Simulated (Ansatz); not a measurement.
**Run report: Ge, geometry relaxation (part 3 of 3)**

Ge (slab, 9 atoms in the cell); DFT PBEsol, scalar-relativistic, plane waves, PAW, no spin polarisation (Ansatz 0.2.0); cutoff 420 eV, 7×5×1 k-mesh, Gaussian smearing of 0.1 eV. The structure derives from an entry of the Crystallography Open Database. The input holds or restrains some coordinates. Forces given for the steps count only the free coordinates. It belongs to a series of runs on one base structure; here: Ge put at a top Ge site.

Geometry of the input (Å; fractional positions):
```
4.0134  0.0000  0.0000
0.0000  5.6758  0.0000
0.0000  0.0000  25.0201
Ge 0.5000  0.0000  0.3397
Ge 0.0000  0.2500  0.3397
Ge 0.0000  0.5000  0.4199
Ge 0.5000  0.7500  0.4199
Ge 0.5000  -0.0012  0.5025
Ge 0.0000  0.2512  0.5025
Ge 0.0000  0.5028  0.5819
Ge 0.5000  0.7472  0.5819
Ge 0.0000  0.5028  0.6778
```

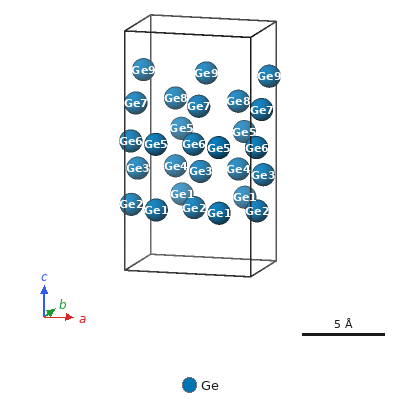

Fig. 1: The geometry at step 8 of the log (spheres-only view of the 2 × 1 repeat of the cell, with the vacuum cut short, seen slightly off an axis; atoms are numbered from 1 in the order of the input).

### What the program printed, continued
```
  k-point 2: bands = ["-24.6539", "-24.6371", "-24.6355", "-24.6341", "-24.6271", "-24.6119", "-24.6117", "-24.6071", "-24.6067", "-24.5928", "-24.5654", "-24.5618", "-24.5502", "-24.5467", "-24.5453", "-24.5389", "-24.5378", "-24.5208", "-24.5091", "-24.4995", "-24.4888", "-24.4471", "-24.4328", "-24.4310", "-24.4212", "-24.4180", "-24.4100", "-24.3981", "-24.3823", "-24.3737", "-24.3703", "-24.3650", "-24.3504", "-24.3452", "-24.3340", "-24.3195", "-24.3102", "-24.2923", "-24.2624", "-24.2462", "-24.2159", "-24.1636", "-24.1590", "-24.1520", "-24.0875", "-11.5016", "-10.9960", "-10.7172", "-10.2247", "-7.8593", "-6.7763", "-5.9895", "-5.2280", "-4.1622", "-2.2727", "-1.8915", "-1.8179", "-1.5291", "-1.2167", "-1.1849", "-0.9234", "-0.3207", "-0.2174", "0.1069", "0.4360", "1.0615", "1.8900", "1.9747", "2.0269", "2.3883", "2.9434", "3.7348", "4.0502", "4.1963", "4.6308", "4.7405"]
  k-point 11: bands = ["-24.6569", "-24.6466", "-24.6429", "-24.6276", "-24.6259", "-24.6156", "-24.6087", "-24.5968", "-24.5912", "-24.5781", "-24.5709", "-24.5540", "-24.5463", "-24.5355", "-24.5317", "-24.5204", "-24.5136", "-24.5083", "-24.5006", "-24.4924", "-24.4736", "-24.4587", "-24.4552", "-24.4477", "-24.4405", "-24.4347", "-24.4109", "-24.4076", "-24.3996", "-24.3918", "-24.3846", "-24.3592", "-24.3502", "-24.3341", "-24.3320", "-24.3198", "-24.3154", "-24.2726", "-24.2642", "-24.2509", "-24.2251", "-24.1812", "-24.1704", "-24.1146", "-24.0917", "-10.2396", "-9.8838", "-9.5629", "-8.9869", "-8.2775", "-7.6157", "-7.2882", "-6.9477", "-6.3682", "-3.6206", "-3.3475", "-2.9522", "-2.7328", "-2.2387", "-1.8450", "-1.6854", "-1.3884", "-0.3928", "-0.0764", "1.3500", "1.8024", "2.0795", "2.5802", "3.1837", "3.4793", "3.8210", "4.1967", "4.2567", "4.5682", "4.8623", "5.2175"]
--- Relaxed structure (15 steps of the walk, 15 accepted, 0 SCFs on fresh bases) ---
  F+E_penalty+E_count = -38277.52973270 eV   max|allowed force component| = 7.783e-3 eV/Å
  atoms:
    - { symbol: Ge, position: [0.5, 0.0, 0.3397274826000001] }
    - { symbol: Ge, position: [0.0, 0.24999999999999997, 0.3397274826000001] }
    - { symbol: Ge, position: [0.0, 0.49999999999999994, 0.4199305348] }
    - { symbol: Ge, position: [0.5, 0.75, 0.4199305348] }
    - { symbol: Ge, position: [0.5, -0.0026031555935358062, 0.5003137173307035] }
    - { symbol: Ge, position: [0.0, 0.25323881503620765, 0.5027196828580922] }
    - { symbol: Ge, position: [0.0, 0.4246124656166265, 0.5959554839185227] }
    - { symbol: Ge, position: [0.5, 0.735942382145157, 0.5793478208390767] }
    - { symbol: Ge, position: [0.0, 0.8467867942348171, 0.640545012538795] }
```

### Trajectory as extended XYZ (Å, eV, eV/Å), 15 frames, from step=1 to step=15
```
9
Lattice="4.0134 0.0000 0.0000 0.0000 5.6758 0.0000 0.0000 0.0000 25.0201" Properties=species:S:1:pos:R:3:forces:R:3 step=1 energy=-38276.44594
Ge    2.0067    0.0000    8.5000    0.0000   0.1288   0.0450
Ge    0.0000    1.4189    8.5000    0.0000  -0.1734  -0.0304
Ge    0.0000    2.8379   10.5067    0.0000  -0.3099   0.1596
Ge    2.0067    4.2568   10.5067    0.0000   0.1970   0.0574
Ge    2.0067   -0.0067   12.5716    0.0000   0.2693  -0.0481
Ge    0.0000    1.4256   12.5716    0.0000  -0.0972  -0.2845
Ge    0.0000    2.8537   14.5596    0.0000  -0.3687  -0.2730
Ge    2.0067    4.2410   14.5596    0.0000   0.0842   0.4662
Ge    0.0000    2.8537   16.9596    0.0000   0.2705  -0.0925
9
Lattice="4.0134 0.0000 0.0000 0.0000 5.6758 0.0000 0.0000 0.0000 25.0201" Properties=species:S:1:pos:R:3:forces:R:3 step=2 energy=-38276.59915
Ge    2.0067    0.0000    8.5000    0.0000   0.1333   0.0352
Ge    0.0000    1.4189    8.5000    0.0000  -0.1897  -0.0171
Ge    0.0000    2.8379   10.5067    0.0000  -0.2265  -0.0369
Ge    2.0067    4.2568   10.5067    0.0000   0.2071   0.1134
Ge    2.0067   -0.0172   12.5873    0.0000   0.0335  -0.0395
Ge    0.0000    1.3869   12.5060    0.0000  -0.0055  -0.0291
Ge    0.0000    2.8327   14.4753    0.0000  -0.4204  -0.2670
Ge    2.0067    4.2508   14.6273    0.0000   0.0605   0.5270
Ge    0.0000    3.0285   16.8710    0.0000   0.4075  -0.2858
9
Lattice="4.0134 0.0000 0.0000 0.0000 5.6758 0.0000 0.0000 0.0000 25.0201" Properties=species:S:1:pos:R:3:forces:R:3 step=3 energy=-38276.77587
Ge    2.0067    0.0000    8.5000    0.0000   0.1235   0.0191
Ge    0.0000    1.4189    8.5000    0.0000  -0.1769   0.0039
Ge    0.0000    2.8379   10.5067    0.0000  -0.2343  -0.1126
Ge    2.0067    4.2568   10.5067    0.0000   0.2100   0.1634
Ge    2.0067   -0.0510   12.6144    0.0000  -0.0436   0.0062
Ge    0.0000    1.3504   12.4768    0.0000  -0.0123  -0.0091
Ge    0.0000    2.8078   14.4157    0.0000  -0.5030  -0.2115
Ge    2.0067    4.2443   14.7112    0.0000   0.1554   0.4837
Ge    0.0000    3.2012   16.7808    0.0000   0.4810  -0.3428
9
Lattice="4.0134 0.0000 0.0000 0.0000 5.6758 0.0000 0.0000 0.0000 25.0201" Properties=species:S:1:pos:R:3:forces:R:3 step=4 energy=-38276.94288
Ge    2.0067    0.0000    8.5000    0.0000   0.1089   0.0066
Ge    0.0000    1.4189    8.5000    0.0000  -0.1510   0.0113
Ge    0.0000    2.8379   10.5067    0.0000  -0.2481  -0.1555
Ge    2.0067    4.2568   10.5067    0.0000   0.1968   0.1986
Ge    2.0067   -0.0850   12.6387    0.0000  -0.0781   0.0530
Ge    0.0000    1.3161   12.4544    0.0000  -0.0177  -0.0408
Ge    0.0000    2.7776   14.3733    0.0000  -0.5174  -0.0712
Ge    2.0067    4.2432   14.7841    0.0000   0.2529   0.2945
Ge    0.0000    3.3748   16.6924    0.0000   0.4535  -0.2965
9
Lattice="4.0134 0.0000 0.0000 0.0000 5.6758 0.0000 0.0000 0.0000 25.0201" Properties=species:S:1:pos:R:3:forces:R:3 step=5 energy=-38277.09613
Ge    2.0067    0.0000    8.5000    0.0000   0.0853   0.0243
Ge    0.0000    1.4189    8.5000    0.0000  -0.1191  -0.0066
Ge    0.0000    2.8379   10.5067    0.0000  -0.2438  -0.1962
Ge    2.0067    4.2568   10.5067    0.0000   0.1879   0.2173
Ge    2.0067   -0.1157   12.6591    0.0000  -0.1328   0.0346
Ge    0.0000    1.2849   12.4285    0.0000  -0.0608  -0.0990
Ge    0.0000    2.6797   14.3742    0.0000  -0.1515   0.3137
Ge    2.0067    4.2710   14.8476    0.0000   0.0814   0.0207
Ge    0.0000    3.5534   16.6131    0.0000   0.3540  -0.3096
9
Lattice="4.0134 0.0000 0.0000 0.0000 5.6758 0.0000 0.0000 0.0000 25.0201" Properties=species:S:1:pos:R:3:forces:R:3 step=6 energy=-38277.20496
Ge    2.0067    0.0000    8.5000    0.0000   0.0829   0.0343
Ge    0.0000    1.4189    8.5000    0.0000  -0.1110  -0.0151
Ge    0.0000    2.8379   10.5067    0.0000  -0.2627  -0.1824
Ge    2.0067    4.2568   10.5067    0.0000   0.1707   0.1847
Ge    2.0067   -0.1408   12.6591    0.0000  -0.0264  -0.0057
Ge    0.0000    1.2738   12.4250    0.0000  -0.0580  -0.0163
Ge    0.0000    2.5935   14.4398    0.0000  -0.1533   0.2577
Ge    2.0067    4.2766   14.8435    0.0000   0.0683  -0.1125
Ge    0.0000    3.7393   16.5538    0.0000   0.2900  -0.1456
9
Lattice="4.0134 0.0000 0.0000 0.0000 5.6758 0.0000 0.0000 0.0000 25.0201" Properties=species:S:1:pos:R:3:forces:R:3 step=7 energy=-38277.30159
Ge    2.0067    0.0000    8.5000    0.0000   0.1034   0.0460
Ge    0.0000    1.4189    8.5000    0.0000  -0.1260  -0.0125
Ge    0.0000    2.8379   10.5067    0.0000  -0.2841  -0.1310
Ge    2.0067    4.2568   10.5067    0.0000   0.1678   0.1313
Ge    2.0067   -0.1331   12.6368    0.0000  -0.0345  -0.0600
Ge    0.0000    1.2788   12.4385    0.0000   0.0435   0.0096
Ge    0.0000    2.4952   14.5386    0.0000   0.0254   0.3015
Ge    2.0067    4.2824   14.7893    0.0000  -0.1062  -0.0117
Ge    0.0000    3.9287   16.5065    0.0000   0.2110  -0.2734
9
Lattice="4.0134 0.0000 0.0000 0.0000 5.6758 0.0000 0.0000 0.0000 25.0201" Properties=species:S:1:pos:R:3:forces:R:3 step=8 energy=-38277.38306
Ge    2.0067    0.0000    8.5000    0.0000   0.1302   0.0497
Ge    0.0000    1.4189    8.5000    0.0000  -0.1396  -0.0060
Ge    0.0000    2.8379   10.5067    0.0000  -0.3046  -0.0817
Ge    2.0067    4.2568   10.5067    0.0000   0.1861   0.0768
Ge    2.0067   -0.1252   12.6149    0.0000   0.0347  -0.0138
Ge    0.0000    1.3091   12.4702    0.0000  -0.0367   0.0304
Ge    0.0000    2.4361   14.6408    0.0000  -0.1186   0.1344
Ge    2.0067    4.2420   14.7379    0.0000   0.0289  -0.1635
Ge    0.0000    4.1065   16.4252    0.0000   0.2198  -0.0258
9
Lattice="4.0134 0.0000 0.0000 0.0000 5.6758 0.0000 0.0000 0.0000 25.0201" Properties=species:S:1:pos:R:3:forces:R:3 step=9 energy=-38277.44280
Ge    2.0067    0.0000    8.5000    0.0000   0.1606   0.0367
Ge    0.0000    1.4189    8.5000    0.0000  -0.1573   0.0131
Ge    0.0000    2.8379   10.5067    0.0000  -0.3401  -0.0107
Ge    2.0067    4.2568   10.5067    0.0000   0.1818  -0.0040
Ge    2.0067   -0.0971   12.5792    0.0000   0.0013  -0.0438
Ge    0.0000    1.3291   12.4992    0.0000   0.0946   0.0045
Ge    0.0000    2.3662   14.7425    0.0000   0.1611   0.1866
Ge    2.0067    4.2286   14.6505    0.0000  -0.1677   0.1373
Ge    0.0000    4.2883   16.3572    0.0000   0.0659  -0.3196
9
Lattice="4.0134 0.0000 0.0000 0.0000 5.6758 0.0000 0.0000 0.0000 25.0201" Properties=species:S:1:pos:R:3:forces:R:3 step=10 energy=-38277.49092
Ge    2.0067    0.0000    8.5000    0.0000   0.1811   0.0225
Ge    0.0000    1.4189    8.5000    0.0000  -0.1640   0.0252
Ge    0.0000    2.8379   10.5067    0.0000  -0.3329   0.0228
Ge    2.0067    4.2568   10.5067    0.0000   0.2226  -0.0076
Ge    2.0067   -0.0715   12.5630    0.0000  -0.0337  -0.0333
Ge    0.0000    1.3657   12.5314    0.0000   0.0408  -0.0033
Ge    0.0000    2.3576   14.8131    0.0000   0.0027   0.0854
Ge    2.0067    4.1884   14.5971    0.0000  -0.0266  -0.0306
Ge    0.0000    4.4465   16.2416    0.0000   0.1108  -0.0800
9
Lattice="4.0134 0.0000 0.0000 0.0000 5.6758 0.0000 0.0000 0.0000 25.0201" Properties=species:S:1:pos:R:3:forces:R:3 step=11 energy=-38277.51245
Ge    2.0067    0.0000    8.5000    0.0000   0.1840  -0.0084
Ge    0.0000    1.4189    8.5000    0.0000  -0.1677   0.0347
Ge    0.0000    2.8379   10.5067    0.0000  -0.2845   0.0077
Ge    2.0067    4.2568   10.5067    0.0000   0.2278  -0.0420
Ge    2.0067   -0.0450   12.5407    0.0000  -0.0267  -0.0061
Ge    0.0000    1.3920   12.5387    0.0000   0.0496   0.0023
Ge    0.0000    2.4011   14.8279    0.0000   0.0095   0.1513
Ge    2.0067    4.2106   14.5664    0.0000  -0.0176  -0.1002
Ge    0.0000    4.6267   16.1548    0.0000   0.0256  -0.0392
9
Lattice="4.0134 0.0000 0.0000 0.0000 5.6758 0.0000 0.0000 0.0000 25.0201" Properties=species:S:1:pos:R:3:forces:R:3 step=12 energy=-38277.52423
Ge    2.0067    0.0000    8.5000    0.0000   0.1854  -0.0002
Ge    0.0000    1.4189    8.5000    0.0000  -0.1735   0.0512
Ge    0.0000    2.8379   10.5067    0.0000  -0.2678   0.0251
Ge    2.0067    4.2568   10.5067    0.0000   0.2713  -0.0825
Ge    2.0067   -0.0091   12.5154    0.0000  -0.0142  -0.0391
Ge    0.0000    1.4444   12.5771    0.0000  -0.0226   0.0690
Ge    0.0000    2.3616   14.9384    0.0000   0.1585  -0.0758
Ge    2.0067    4.1649   14.4797    0.0000  -0.0812   0.1651
Ge    0.0000    4.7780   16.0350    0.0000  -0.0557  -0.1128
9
Lattice="4.0134 0.0000 0.0000 0.0000 5.6758 0.0000 0.0000 0.0000 25.0201" Properties=species:S:1:pos:R:3:forces:R:3 step=13 energy=-38277.52935
Ge    2.0067    0.0000    8.5000    0.0000   0.1854  -0.0177
Ge    0.0000    1.4189    8.5000    0.0000  -0.1659   0.0517
Ge    0.0000    2.8379   10.5067    0.0000  -0.2708   0.0399
Ge    2.0067    4.2568   10.5067    0.0000   0.2621  -0.0803
Ge    2.0067   -0.0083   12.5137    0.0000  -0.0096   0.0051
Ge    0.0000    1.4412   12.5793    0.0000   0.0023  -0.0056
Ge    0.0000    2.4163   14.9077    0.0000  -0.0079   0.0000
Ge    2.0067    4.1908   14.4960    0.0000  -0.0186  -0.0022
Ge    0.0000    4.7898   16.0369    0.0000   0.0226   0.0086
9
Lattice="4.0134 0.0000 0.0000 0.0000 5.6758 0.0000 0.0000 0.0000 25.0201" Properties=species:S:1:pos:R:3:forces:R:3 step=14 energy=-38277.52937
Ge    2.0067    0.0000    8.5000    0.0000   0.1857  -0.0172
Ge    0.0000    1.4189    8.5000    0.0000  -0.1657   0.0513
Ge    0.0000    2.8379   10.5067    0.0000  -0.2709   0.0400
Ge    2.0067    4.2568   10.5067    0.0000   0.2618  -0.0804
Ge    2.0067   -0.0083   12.5137    0.0000  -0.0094   0.0050
Ge    0.0000    1.4412   12.5793    0.0000   0.0024  -0.0056
Ge    0.0000    2.4163   14.9077    0.0000  -0.0079   0.0003
Ge    2.0067    4.1908   14.4960    0.0000  -0.0184  -0.0019
Ge    0.0000    4.7898   16.0369    0.0000   0.0223   0.0084
9
Lattice="4.0134 0.0000 0.0000 0.0000 5.6758 0.0000 0.0000 0.0000 25.0201" Properties=species:S:1:pos:R:3:forces:R:3 step=15 energy=-38277.52973
Ge    2.0067    0.0000    8.5000    0.0000   0.1820  -0.0186
Ge    0.0000    1.4189    8.5000    0.0000  -0.1665   0.0525
Ge    0.0000    2.8379   10.5067    0.0000  -0.2771   0.0416
Ge    2.0067    4.2568   10.5067    0.0000   0.2580  -0.0818
Ge    2.0067   -0.0148   12.5179    0.0000   0.0030  -0.0043
Ge    0.0000    1.4373   12.5781    0.0000   0.0018   0.0071
Ge    0.0000    2.4100   14.9108    0.0000   0.0009  -0.0009
Ge    2.0067    4.1770   14.4953    0.0000  -0.0078  -0.0015
Ge    0.0000    4.8062   16.0265    0.0000   0.0058   0.0059
```

### Summary

- outcome: converged under the restraints of the input
- electrons treated: 126
- free energy: −38277.5297 eV
- work function, top face: 4.52 eV
- work function, bottom face: 4.75 eV
- Fermi energy: −0.064 eV
- gap on the k-point mesh: none (metallic)
- final volume: 569.93 Å³
- work function (upper face): 4.52 eV
- largest force (length of the vector) at the end, held atoms and coordinates included: 0.280 eV/Å
- hardware: 2 threads of Arm Neoverse V2, 24 GiB of memory available, shared host
- wall time: 7.5 min (CPU time 15 min)
- peak memory: 1 GiB
